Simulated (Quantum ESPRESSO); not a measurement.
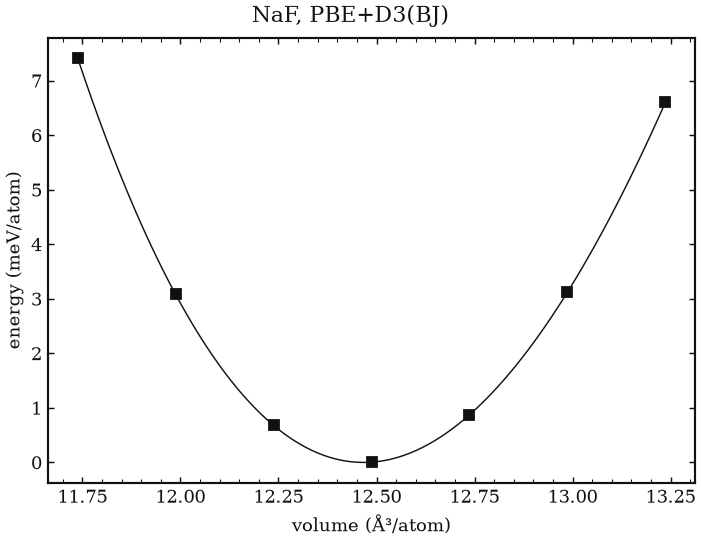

Plotted: energy against volume for NaF, space group Fm-3m (No. 225).

Structure:
```cif
data_structure
_symmetry_space_group_name_H-M 'P 1'
_symmetry_Int_Tables_number 1
_cell_length_a 3.2810
_cell_length_b 3.2810
_cell_length_c 3.2810
_cell_angle_alpha 60.000
_cell_angle_beta 60.000
_cell_angle_gamma 60.000
_cell_volume 24.97
loop_
_atom_site_label
_atom_site_type_symbol
_atom_site_fract_x
_atom_site_fract_y
_atom_site_fract_z
_atom_site_occupancy
Na1 Na 0.00000 0.00000 0.00000 1
F1 F 0.50000 0.50000 0.50000 1
```

Calculation (Quantum ESPRESSO 7.5): plane-wave DFT, no spin polarisation; energies at scaled volumes of the given cell, shape and fractions fixed, counted from the fit's minimum, third-order Birch-Murnaghan fit. Level: PBE with D3(BJ).

k mesh 10×10×10; occupations Fermi–Dirac; smearing width 0.05 eV; potentials PseudoDojo 0.4.1 SR PBE standard; wave cutoff 1197 eV; density cutoff 4789 eV.

This calculation gives: equilibrium volume 12.47 Å³/atom and bulk modulus 49.8 GPa.

Now Na is replaced by Li on all its sites, which gives LiF in the same structure. The second calculation uses wave cutoff 1142.878 eV and k mesh 11×11×11. Predict the effect.

The equilibrium volume falls from 12.47 to 8.03 Å³/atom (−36 %) and the bulk modulus rises from 49.8 to 74.3 GPa (+49 %).

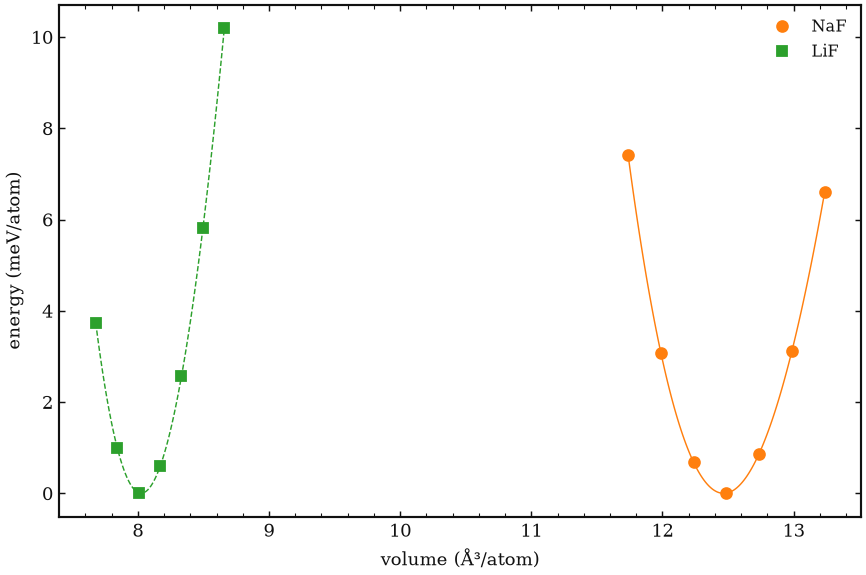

The two results together.

V0 and the bulk modulus come from third-order Birch–Murnaghan fits.
